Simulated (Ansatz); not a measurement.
**Single-point calculation of ZrS**

System: ZrS (Fm-3m, 2 atoms in the cell).
Method: DFT LDA, scalar-relativistic, plane waves, PAW, no spin polarisation (Ansatz 0.2.0).

The structure derives from an entry of the Crystallography Open Database.

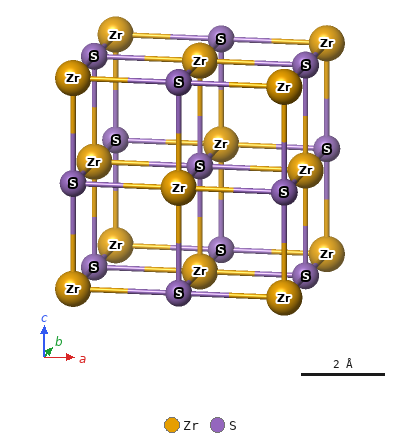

The structure as given in the input (ball-and-stick view of the cell 4 times as large as that of the calculation, set on its symmetry axes, seen slightly off an axis). An atom can appear more than once, as a periodic image.

Results in brief:

```tsv
quantity	value
outcome	converged
space group (tolerance 0.01 Å)	Fm-3m (225)
electrons treated	18
free energy	−4950.0798 eV
Fermi energy	14.412 eV
gap on the k-point mesh	none (metallic)
pressure	−8.76 GPa
largest force (length of the vector)	under 0.001 eV/Å
hardware	2 threads of Arm Neoverse N1, 24 GiB of memory available, shared host
wall time	0.91 s (CPU time 1.6 s)
peak memory	0.27 GiB
```

Notes:

The cell is under a tension of 8.8 GPa at this level, so it is not at its equilibrium volume.

The input:
```yaml
crystal:
  lattice:
    - [0.0, 2.625, 2.625]
    - [2.625, 0.0, 2.625]
    - [2.625, 2.625, 0.0]
  atoms:
    - { symbol: Zr, position: [0.0, 0.0, 0.0] }
    - { symbol: S, position: [0.5, 0.5, 0.5] }
basis:
  ecutwfc: 420
kpoints:
  mp_grid: { grid: [6, 6, 6] }
hamiltonian:
  xc: lda
scf:
  occupations: { method: gaussian, width: 0.1 }
output:
  forces: true
  stress: true
  eigenvalues: true
```

Launched with:
```bash
ansatz run input.yaml --threads 2 --pin off --max-ram 6144MiB --backend cpu --events-out ev --progress --plain --runs-dir out
```

The program's output:
```
Engine: ansatz 0.2.0, aarch64-unknown-linux-gnu
Pseudopotentials: kind: paw
Pseudopotential: Zr, paw, valence charge 12, recommended cutoff 420 eV (normal), Zr.paw.azcp
Pseudopotential: S, paw, valence charge 6, recommended cutoff 420 eV (normal), S.paw.azcp
Functional definition: SPW92
  exchange = slater_x
  correlation = pw_c
Crystal: 2 atoms, lattice volume = 36.176 Å³
Basis set: ecut = 420 eV, 725 PW (Γ)
Bands: 13, of which v1, the nominal top of the filled ones, is band 9 counted from 1 (8 counted from 0)
Symmetry: 48 space group operations
Space group: Fm-3m (ITA 225), of the structure as read, at distance tolerance 3.3e-5 Å
k-points: 16 of 216
Non-local potential: Zr, projectors of the file, l = 0: 3, l = 1: 2, l = 2: 2, l = 3: 2
Non-local potential: S, projectors of the file, l = 0: 2, l = 1: 2, l = 2: 2
PAW form: soft (Blöchl's): semilocal exchange-correlation on the pseudo side does not see the compensation charge
PAW frozen core: Zr, regenerated for the run's functional, and the local potential with it (the file was generated under x = pbe(κ = 0.804, μ = 0.2195149727645171), c = pbe(β = 0.06672455060314922))
PAW frozen core: S, regenerated for the run's functional, and the local potential with it (the file was generated under x = pbe(κ = 0.804, μ = 0.2195149727645171), c = pbe(β = 0.06672455060314922))
PAW one-centre angular grid: Zr, 590 points (default); XC on 64 Gauss nodes
PAW one-centre angular grid: S, 110 points (default); XC on 64 Gauss nodes
Initial density: superposition of atomic densities (neutral atoms: chi_scale 0, normalization atom), corrected by the library's trained network
Initial wavefunctions: pseudopotential atomic-orbital guess
Functional: x = slater, c = lda
SCF iter   1: F=—  HF=-4950.082785 eV  |F-HF|=—  |Δ(HF+E_count)|=         —  Δρ=5.45e-3  dr2=4.06e-3  ethr=1.77e-3  ⟨swp⟩=5.2  Hψ=2622  notcnv=0
automatic band count: the SCF goes on with 17 bands, as 13 were too few: the levels above may hold too much charge
preconditioner: auto → Kerker (q_TF=auto, 2.429 Å⁻¹)  [metal: Δε(μ)=0.045 eV  Ē_g=11.412 eV  σ=0.100 eV  W_gap=0.25  n_scr=14 (ndim 8)  ℏωp=19.5 eV  f_vac=0.000  D(μ)=2.68/eV (n_scr^D=26)]
SCF iter   2: F=—  HF=-4950.080297 eV  |F-HF|=—  |Δ(HF+E_count)|=   2.49e-3  Δρ=3.23e-3  dr2=1.77e-3  ethr=2.26e-5  ⟨swp⟩=1.4  Hψ=416  notcnv=0
SCF iter   3: F=—  HF=-4950.079824 eV  |F-HF|=—  |Δ(HF+E_count)|=   4.73e-4  Δρ=4.06e-4  dr2=4.03e-5  ethr=9.85e-6  ⟨swp⟩=1.3  Hψ=256  notcnv=0
SCF iter   4: F=—  HF=-4950.079815 eV  |F-HF|=—  |Δ(HF+E_count)|=   9.15e-6  Δρ=1.84e-4  dr2=6.25e-6  ethr=2.24e-7  ⟨swp⟩=2.2  Hψ=375  notcnv=0
SCF iter   5: F=—  HF=-4950.079814 eV  |F-HF|=—  |Δ(HF+E_count)|=   5.91e-7  Δρ=2.65e-5  dr2=2.88e-7  ethr=3.47e-8  ⟨swp⟩=2.1  Hψ=366  notcnv=0
SCF iter   6: F=-4950.079814 eV  HF=-4950.079814 eV  |F-HF|=1.96e-8  |Δ(HF+E_count)|=   7.33e-8  Δρ=8.09e-6  dr2=3.09e-8  ethr=5.56e-10  ⟨swp⟩=6.9  Hψ=1217  notcnv=0
SCF 1 converged in 6 iterations: F = -4950.079814 eV  dr2 = 3.09e-8
  greatest PAW one-centre occupation: 0.997 electrons in one spin orbital (limit 2), on the Zr atom at site 0 (counted from 0), in its partial waves of l = 0
SCF converged after 6 iterations
Free energy (F): -4950.079814 eV
Harris-Foulkes:  -4950.079814 eV  (|F-HF|=1.96e-8)
Internal energy: -4950.066300 eV  (E = F + TS)
E sigma→0 (E₀):  -4950.073057 eV
Entropy (-TS):   -0.013514 eV (-6.757 meV/atom)
Fermi energy:    14.411765 eV
--- Per-component energies (eV) ---
  E_band       = -76.370523
  E_kinetic    = 444.787751
  E_local      = -704.892474  (includes V_loc(G=0)·N_el)
  E_nonlocal   = 112.885700
  E_hartree    = 220.525539
  E_xc         = -258.846042
  E_vxc        = -281.164545  (∫ρ·V_xc dr)
  E_paw        = -3418.070931  (= ΣΔE_a)
  E_vpaw       = -89.040190  (= ΣTr[D̂ρ^β])
  E_aug_tail   = 0.000025  (compensation charges beyond the density's cutoff)
  E_ewald      = -1346.979466
  E_core_change = 0.523598  (= ΣΔE_core)
  E_smearing   = -0.013514  (= −TS)
  E_closure    = 0.000000  (closes the sum)
  Σ components = -4950.079814   (vs F -4950.079814, Δ=0.00e0)
--- Forces (eV/Å), atoms counted from 1 ---
  atom   1  Zr    -0.00000000     0.00000000    -0.00000000
  atom   2  S      0.00000000    -0.00000000    -0.00000000
  max |Σ_I F_I| component: 2.56e-30 eV/Å
--- Stress (GPa, compression-positive) ---
       -8.764497      -0.000000       0.000000
       -0.000000      -8.764497       0.000000
        0.000000       0.000000      -8.764497
  P = ⅓ Tr σ = -8.7645 GPa (-87.645 kbar)
--- Band table (eV; the first three rows and the last of 16) ---
  k-point 0: bands = ["-35.5516", "-13.5589", "-13.5589", "-13.5589", "-1.4287", "10.8522", "10.8522", "10.8522", "12.9522", "12.9522", "12.9522", "13.6130", "13.6130", "16.1177", "21.5452", "26.5058", "26.5058"]
  k-point 1: bands = ["-35.5450", "-13.6489", "-13.5666", "-13.5666", "-1.0905", "9.2644", "9.8519", "9.8519", "13.4660", "13.4843", "13.4843", "15.1478", "15.1478", "17.4963", "22.4081", "25.0095", "25.1532"]
  k-point 2: bands = ["-35.5319", "-13.8223", "-13.5820", "-13.5820", "-0.3246", "7.2276", "8.7777", "8.7777", "14.3813", "14.7533", "14.7533", "17.8144", "17.8144", "18.3320", "22.2289", "22.2289", "22.5845"]
  k-point 15: bands = ["-35.5170", "-13.7907", "-13.7087", "-13.6796", "-0.3518", "8.2498", "8.5915", "8.8432", "12.9229", "15.6280", "15.7776", "16.6575", "16.8213", "19.7458", "22.0149", "23.4290", "24.7973"]
```

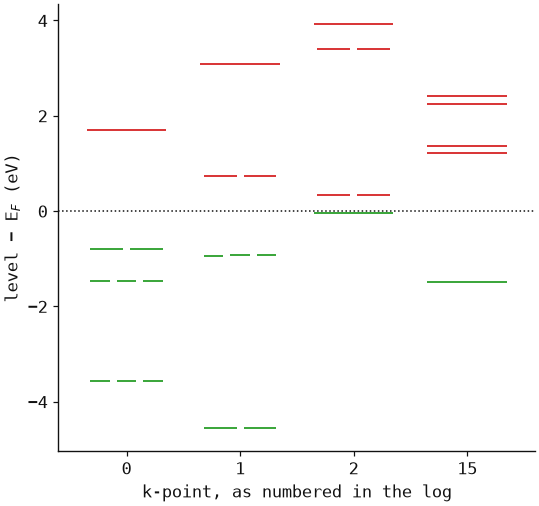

Kohn–Sham levels near the Fermi level (dotted) at the few k-points that the log prints; levels within 0.02 eV of each other stand side by side. The system is metallic on the full mesh.
